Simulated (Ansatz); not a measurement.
Single-point calculation of TaN (part 2 of 2)

Continued. System: TaN (P6₃mc, 4 atoms in the cell). Method: DFT LDA+U+J, spin-orbit coupling, plane waves, PAW, U = 7 eV, J = 0.9 eV on Ta atom 1 d; U = 7 eV, J = 0.9 eV on Ta atom 2 d (Ansatz 0.2.0); cutoff 420 eV, 7×7×4 k-mesh, Gaussian smearing of 0.05 eV. The structure derives from an entry of the Crystallography Open Database. It belongs to a series of runs on one base structure; here: from atoms, default search.

Geometry of the input (Å; fractional positions):
```
3.0500  0.0000  0.0000
-1.5250  2.6414  0.0000
0.0000  0.0000  4.9400
Ta 0.3333  0.6667  0.0000
Ta 0.6667  0.3333  0.5000
N  0.3333  0.6667  0.3850
N  0.6667  0.3333  0.8850
```

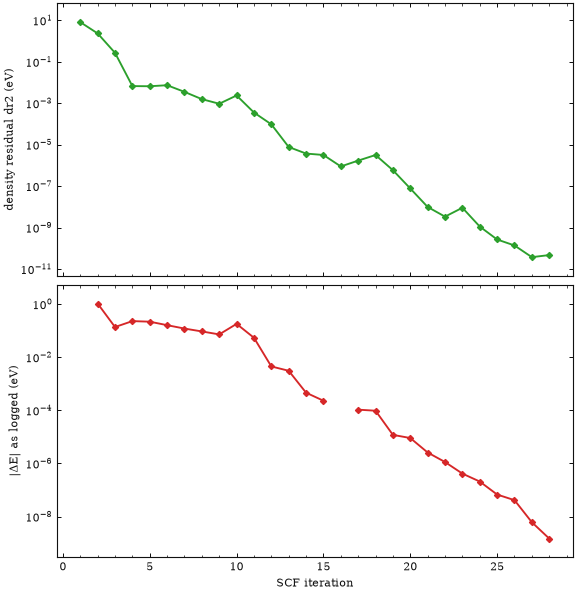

Fig. 1: Convergence of the self-consistent field: density residual dr2 and size of the energy change against the SCF iteration. The residual falls unevenly and jumps up by a factor of two or more 2 times on the way down.

```
SCF converged after 28 iterations
Magnetization: |M| = 0.1941 μB,  M = (+0.0971, +0.1681, -0.0000) μB
Absolute magnetization: 0.2257 μB (∫|m|, with the PAW one-centre terms)
Moment direction: turned by 0.0500 rad
  site 0: m = (+0.0157, +0.0272, -0.0000) μB, |m| = 0.0314 μB  (R = 0.76 Å)
  site 1: m = (+0.0157, +0.0272, +0.0000) μB, |m| = 0.0314 μB  (R = 0.76 Å)
  site 2: m = (-0.0019, -0.0033, -0.0000) μB, |m| = 0.0038 μB  (R = 0.76 Å)
  site 3: m = (-0.0019, -0.0033, +0.0000) μB, |m| = 0.0038 μB  (R = 0.76 Å)
Free energy (F): -20141.158794 eV
Harris-Foulkes:  -20141.158794 eV  (|F-HF|=5.46e-11)
Internal energy: -20141.157332 eV  (E = F + TS)
E sigma→0 (E₀):  -20141.158063 eV
Entropy (-TS):   -0.001462 eV (-0.365 meV/atom)
Fermi energy:    22.846641 eV
--- Per-component energies (eV) ---
  E_band       = -59.946606
  E_kinetic    = 1043.250504
  E_local      = -1359.762419  (includes V_loc(G=0)·N_el)
  E_nonlocal   = 141.270579
  E_hartree    = 486.921765
  E_xc         = -564.477493
  E_vxc        = -575.513324  (∫ρ·V_xc dr)
  E_hubbard    = 14.314861  (on-site DFT+U / exact-exchange correction)
  E_vhub       = 4.281563  (the Hubbard potential's part of the band-sum identity)
  E_paw        = -16581.060961  (= ΣΔE_a)
  E_vpaw       = -287.317582  (= ΣTr[D̂ρ^β])
  E_aug_tail   = 0.000586  (compensation charges beyond the density's cutoff)
  E_ewald      = -3322.312910
  E_core_change = 0.698156  (= ΣΔE_core)
  E_smearing   = -0.001462  (= −TS)
  E_closure    = 0.000000  (closes the sum)
  Σ components = -20141.158794   (vs F -20141.158794, Δ=0.00e0)
--- DFT+U+J on-site energies (Liechtenstein; fll double counting; per corrected site; eV) ---
  site 0 (l=d): U=7.0000  J=0.9000  Tr N=3.9915  E_int=47.158539  E_dc=40.001108  E_U=7.157431
  site 1 (l=d): U=7.0000  J=0.9000  Tr N=3.9915  E_int=47.158539  E_dc=40.001108  E_U=7.157431
--- Hubbard shell moments (per corrected site; Tr N, ν in electrons; μ in μ_B) ---
  shell 0: Tr N=3.9915  μ_S=(+0.0511, +0.0885, -0.0000)  μ_L=(+0.0004, +0.0007, +0.0000)  μ=(+0.0515, +0.0892, -0.0000)  ν=0.0912 along (-0.027, +0.016, -1.000)
  shell 1: Tr N=3.9915  μ_S=(+0.0511, +0.0885, +0.0000)  μ_L=(+0.0004, +0.0007, -0.0000)  μ=(+0.0515, +0.0892, +0.0000)  ν=0.0912 along (-0.027, +0.016, +1.000)
--- Forces (eV/Å), atoms counted from 1 ---
  atom   1  Ta    -0.00082494     0.00048075     2.23254494
  atom   2  Ta     0.00082494    -0.00048075     2.23254494
  atom   3  N     -0.00867762     0.00500427    -2.23254675
  atom   4  N      0.00867762    -0.00500427    -2.23254675
  max |Σ_I F_I| component: 3.62e-6 eV/Å
--- Stress (GPa, compression-positive) ---
      129.880101      -0.038402       0.000000
       -0.038401     129.835782       0.000000
        0.000000       0.000000     112.227939
  P = ⅓ Tr σ = 123.9813 GPa (1239.813 kbar)
--- Band table (eV; the first three rows and the last of 147) ---
  k-point 0: bands = ["-45.9655", "-45.9320", "-45.8573", "-45.8225", "-19.1951", "-19.1734", "-18.8482", "-18.8286", "-11.2822", "-11.2467", "-10.3440", "-10.3434", "-10.1135", "-10.1109", "-10.0843", "-10.0505", "3.4419", "3.4575", "5.1877", "5.2123", "13.6796", "13.6834", "13.8117", "13.8246", "14.1006", "14.1434", "14.5464", "14.5635", "14.7275", "14.7283", "15.1901", "15.2106", "22.1649", "22.1702", "22.1998", "22.2945", "22.5828", "22.6595", "24.4497", "24.5339", "25.4070", "25.5844", "26.0246", "26.0355"]
  k-point 1: bands = ["-45.9510", "-45.9175", "-45.8735", "-45.8389", "-19.1435", "-19.1221", "-18.8982", "-18.8782", "-11.1300", "-11.0942", "-10.3099", "-10.3093", "-10.2915", "-10.2551", "-10.1418", "-10.1416", "3.8246", "3.8398", "5.0792", "5.1011", "13.6756", "13.7159", "13.7895", "13.7927", "13.9549", "13.9732", "14.0766", "14.1073", "14.5221", "14.5233", "14.7572", "14.7735", "22.7152", "22.8495", "22.9628", "22.9923", "23.1494", "23.2174", "24.8433", "24.9512", "25.4224", "25.5594", "25.9202", "25.9227"]
  k-point 2: bands = ["-45.9130", "-45.9130", "-45.8790", "-45.8790", "-19.0200", "-19.0200", "-18.9993", "-18.9993", "-10.7343", "-10.7343", "-10.6981", "-10.6981", "-10.2266", "-10.2266", "-10.2260", "-10.2260", "4.5940", "4.5940", "4.6107", "4.6107", "13.4293", "13.4293", "13.4723", "13.4723", "14.1097", "14.1097", "14.1120", "14.1120", "14.2655", "14.2655", "14.2808", "14.2808", "24.0510", "24.0510", "24.2060", "24.2060", "24.3911", "24.3911", "24.4256", "24.4256", "24.6016", "24.6016", "24.6468", "24.6468"]
  k-point 146: bands = ["-45.8789", "-45.8789", "-45.8443", "-45.8443", "-19.1388", "-19.1388", "-19.0924", "-19.0924", "-11.0612", "-11.0612", "-10.8973", "-10.8973", "-10.4707", "-10.4707", "-10.4150", "-10.4150", "5.2779", "5.2779", "5.5832", "5.5832", "12.9699", "12.9699", "13.0494", "13.0494", "14.5660", "14.5660", "14.6931", "14.6931", "15.2620", "15.2620", "15.4048", "15.4048", "22.7110", "22.7110", "22.9579", "22.9579", "23.5575", "23.5575", "23.9834", "23.9834", "25.7623", "25.7623", "25.9968", "25.9968"]
Occupation matrices written to [file]
--- Löwdin populations: 4 sites ---
  site symbol       q [e]
     0     Ta     12.3326
     1     Ta     12.3326
     2      N      5.5518
     3      N      5.5518
  spilling = 0.006420 (of n_electrons = 36.000000)
--- Occupation matrices: 2 shells (run DFT+U table (all-electron-ortho-atomic); ε = 7.22e-4) ---
  Ta0 d_5D: site group C3v (3m)
  Ta0 d_5D spinor Tr n = 3.9915  λ = 0.291 0.300 0.330 0.343 0.424 0.434 0.457 0.465 0.473 0.473  [xz 0.49 (E 0.95) E1/2(0.58) | yz 0.51 (E 0.95) E3/2(0.72) | yz 0.50 (E 0.91) E3/2(0.58) | xz 0.40 (E 0.89) E1/2(0.72) | z2 0.79 (T2 0.98) E1/2(0.99) | z2 0.76 (T2 0.99) E1/2(0.99) | yz 0.24 (T2 0.96) E1/2(0.98) | xz 0.26 (T2 0.94) E1/2(0.85) | 2× x2-y2 0.40 (T2 0.92) E3/2(0.91)]
  Ta1 d_5D: site group C3v (3m)
  Ta1 d_5D spinor Tr n = 3.9915  λ = 0.291 0.300 0.330 0.343 0.424 0.434 0.457 0.465 0.473 0.473  [xz 0.49 (E 0.95) E1/2(0.58) | yz 0.51 (E 0.95) E3/2(0.72) | yz 0.50 (E 0.91) E3/2(0.58) | xz 0.40 (E 0.89) E1/2(0.72) | z2 0.79 (T2 0.98) E1/2(0.99) | z2 0.76 (T2 0.99) E1/2(0.99) | yz 0.24 (T2 0.96) E1/2(0.98) | xz 0.26 (T2 0.94) E1/2(0.85) | 2× x2-y2 0.40 (T2 0.92) E3/2(0.91)]
  Tr n, λ and their labels are of the run-group-symmetrised matrices; stabiliser: 4 of 24 elements of G0×{1,Θ} (closed), max defect 2.7e-5 at τ = 1.5e-4
```

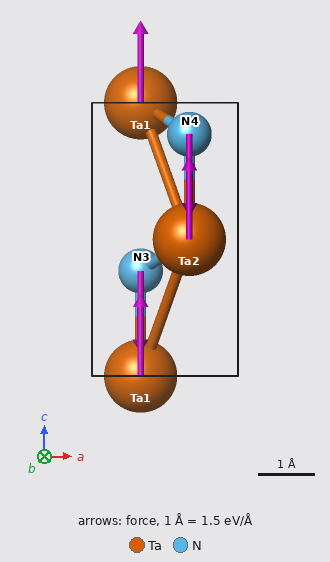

Fig. 2: Forces on the atoms as pink arrows (ball-and-stick view of the cell of the calculation, along the b axis; atoms are numbered from 1 in the order of the input). The largest act on N3, N4 (2.23 eV/Å); Ta1, Ta2 (2.23 eV/Å). The geometry is not a stationary point of this energy.

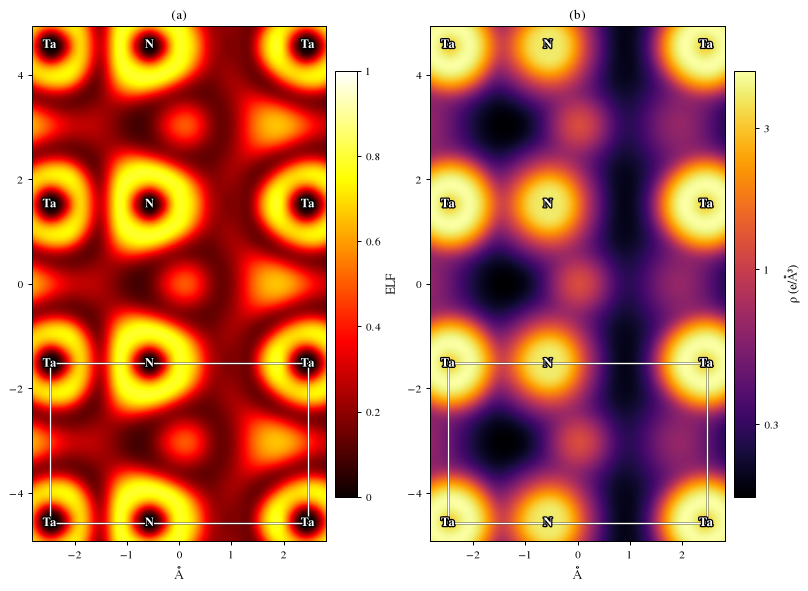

Fig. 3: (a) electron localisation function; (b) valence pseudo-density on the (11̄0) plane of the calculation cell. The section cuts through Ta and N sites. Ta–Ta (3.05 Å): the density is about 0.45 e/Å³ at the midpoint; the ELF is about 0.45 at the midpoint (no shared electron pair). Ta–N (1.90 Å): ρ is about 1.2 e/Å³ halfway; the ELF peaks at about 0.80 in the valence shell of N, 0.6 Å from its nucleus, and drops to about 0.30 between the two atoms (a polar contact without a shared pair, in a metal). Away from the nuclei the density in this plane falls to 0.17 e/Å³ at its lowest. The strong features right at Ta lie inside the PAW spheres (semicore, d or f shells) and say nothing about bonding. In a PAW calculation such maps are meaningful between the atoms, not at the nuclei.

### Results in brief

- outcome: converged
- space group (tolerance 0.01 Å): P6₃mc (186)
- electrons treated: 36
- free energy: −20141.1588 eV
- Fermi energy: 22.847 eV
- gap on the k-point mesh: none (metallic)
- net moment of the cell: 0.19 μB
- integrated absolute moment: 0.23 μB
- pressure: 123.98 GPa
- largest force (length of the vector): 2.233 eV/Å
- hardware: 4 threads of Intel Xeon (Sapphire Rapids), 16 GiB of memory available, shared host
- wall time: 54 s (CPU time 3.5 min)
- peak memory: 1.2 GiB

The program warns: the SCF threshold is looser than advised for the printed stress. The cell is under a pressure of 124 GPa at this level, so it is not at its equilibrium volume.
